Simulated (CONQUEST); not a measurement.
## Energy of Ca along an even scaling of the cell

System: Ca (2 atoms in the cell).
Method: Kohn-Sham DFT of a periodic cell, PBE, PseudoDojo NC PBE, no spin polarisation (CONQUEST 1.3).

The 7 runs differ only in the geometry, by an even scaling of the cell at fixed fractional positions. The structure derives from a Materials Project entry.

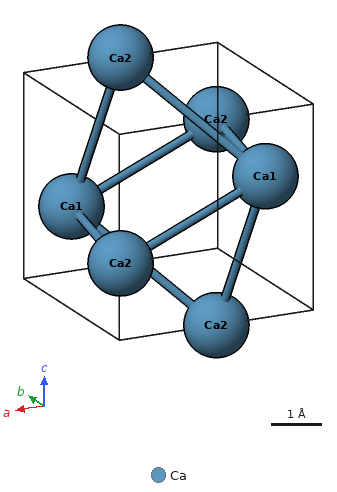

Figure 1. The structure of run 4 (ball-and-stick view of the cell of the calculation, seen at an oblique angle; atoms are numbered from 1 in the order of the input).

**Input of run 4**
```
IO.Title Ca
IO.Coordinates coords.dat
IO.FractionalAtomicCoords T
IO.Iprint 2
IO.Iprint_init 1
General.NumberOfSpecies 1
General.PseudopotentialType hamann
AtomMove.TypeOfRun static
AtomMove.FullStress T
Grid.PointsAlongX 48
Grid.PointsAlongY 48
Grid.PointsAlongZ 48
DM.SolutionMethod diagon
Diag.MPMesh T
Diag.GammaCentred T
Diag.MPMeshX 6
Diag.MPMeshY 6
Diag.MPMeshZ 6
Diag.kT 0.00183747
minE.SCTolerance 1e-6
SC.MaxIters 100
IO.AtomChargeOutput T
%block ChemicalSpeciesLabel
1 40.080 Ca
%endblock
```

Command:
```bash
Conquest
```

Lattice vectors (Å) and fractional positions of run 4:
```
   4.392230    0.000000    0.000000
   0.000000    4.410410    0.000000
   0.000000    0.000000    4.410410
Ca  0.000000  0.500000  0.500000
Ca  0.500000  0.000000  0.000000
```

Run 2 has the same physical settings and fractional positions; its lattice vectors (Å) are:
```
   4.332868    0.000000    0.000000
   0.000000    4.350802    0.000000
   0.000000    0.000000    4.350802
```

**Results, with one run withheld**

| run | volume per atom (Å³) | free energy per atom, from the lowest run given (meV) | pressure (GPa) |
| --- | --- | --- | --- |
| 1 | 40.155 | 12.78 | 1.39 |
| 2 | 41.009 | ? | ? |
| 3 | 41.864 | 2.37 | 0.54 |
| 4 | 42.718 | 0.41 | 0.27 |
| 5 | 43.573 | 0.00 | −0.12 |
| 6 | 44.427 | 1.80 | −0.51 |
| 7 | 45.281 | 4.99 | −0.68 |

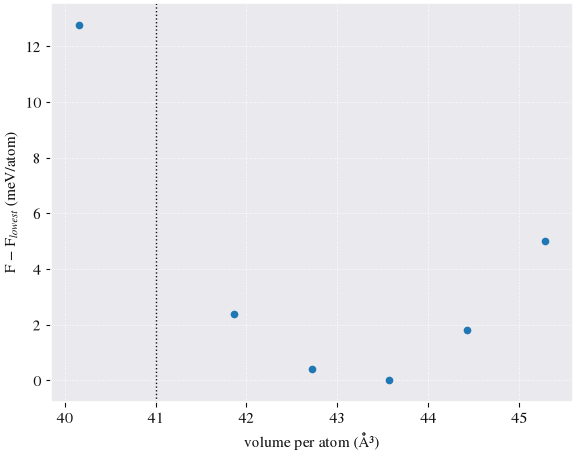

Figure 2. Free energy per atom of the runs given; the dotted line marks run 2.

What should run 2 give?

A cubic polynomial in V^(−2/3) (the Birch–Murnaghan form), fitted to the 6 runs given, misses them by at most 0.12 meV per atom. With x = V^(−2/3) − 0.08154 Å⁻², it reads F = 0.078763 + 566.27 x + 7.9172e+05 x² − 9.2547e+06 x³ (meV per atom). At run 2 it gives 6.52 meV per atom, and the run itself gives 6.41. The slope of the fit gives a pressure −dF/dV of 0.97 GPa there, and the run prints 0.99 GPa. The fit has its minimum at 43.230 Å³ per atom, where V d²F/dV² gives 17.4 GPa. Cell shape and fractional positions are held, so this is the stiffness under even scaling; the relaxed bulk modulus wasn't computed.

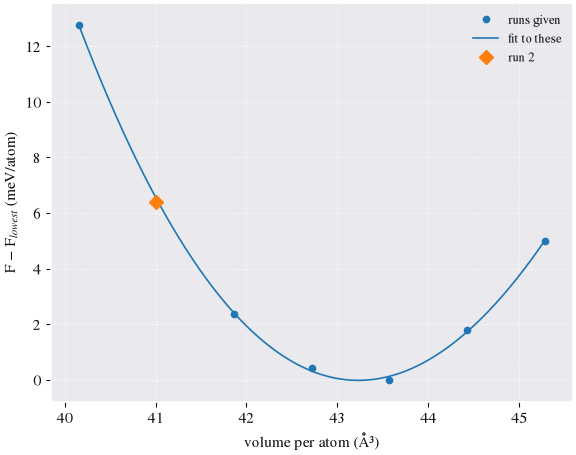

Figure 3. The fit and the withheld run.

**Some lines of the output (run 2)**
```
[...]
      Using Fermi-Dirac smearing
          Free Energy (E-TS)               :       -77.409594602890692 Ha
          DFT Total Energy                 :       -77.408814371057716 Ha
          Free Energy (E-TS)               :       -77.409884149245727 Ha
          DFT Total Energy                 :       -77.408822757668062 Ha
          Free Energy (E-TS)               :       -77.409987223370038 Ha
          DFT Total Energy                 :       -77.408820264009080 Ha
          Free Energy (E-TS)               :       -77.409987497116902 Ha
          DFT Total Energy                 :       -77.408820905288948 Ha
          Free Energy (E-TS)               :       -77.409986831760719 Ha
          DFT Total Energy                 :       -77.408820172276606 Ha
      | Free Energy as E-TS      =       -77.409986831760719 Ha
      |* DFT total energy        =       -77.408820172276606 Ha
    force: Average pressure:      0.98789999 GPa
```

Notes: With a small basis of atomic orbitals these values can differ much from converged plane-wave results.
